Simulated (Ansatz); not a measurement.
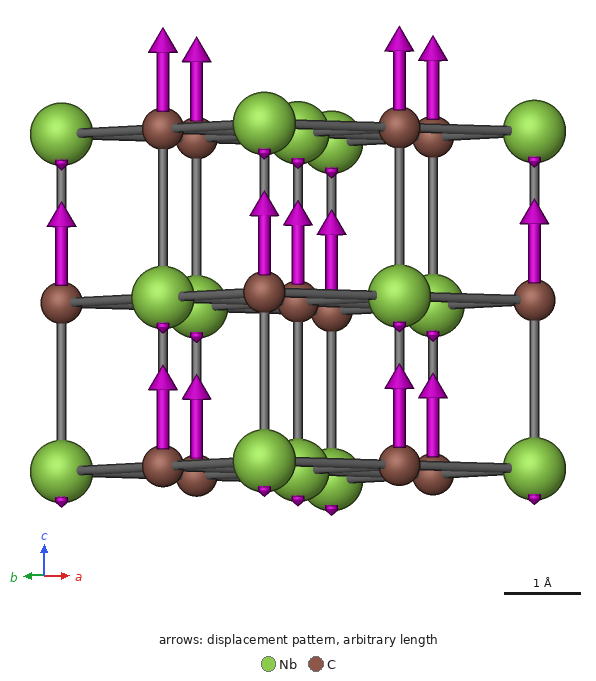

The lowest optical mode of a crystal of NbC, space group Fm-3m (No. 225), at the zone centre. The purple arrows are the displacements of the atoms (eigenvector over the root of the mass), of arbitrary overall length and sign. The picture is a ball-and-stick view of the conventional cell (4 times the calculation's cell), seen from a free direction. Lengths and directions refer to the drawn axes.

Theory: DFT PBE, scalar-relativistic, plane waves, PAW (Ansatz 0.2.0). (plane-wave cutoff 420 eV; k-point mesh 24 × 24 × 24; occupations fermi dirac; smearing width 0.15 eV; no spin polarisation)

The frequencies depend somewhat on the k-mesh and the smearing.

Is the structure stable against all modes at this point?

Answer. Yes: this softest mode has a real frequency, and so have all others here. That speaks for this wave vector alone: the rest of the zone wasn't checked in this run. This is the T₁u mode (triply degenerate; one member of the set is drawn) at 514 cm⁻¹, the only optical level, infrared-active by symmetry. The C sublattice moves against the Nb sublattice, along c; it stretches the shortest C–Nb bonds (2.24 Å); the kinetic energy is shared as C 89 %, Nb 11 %. The crystal is a metal, so free carriers screen the infrared response.
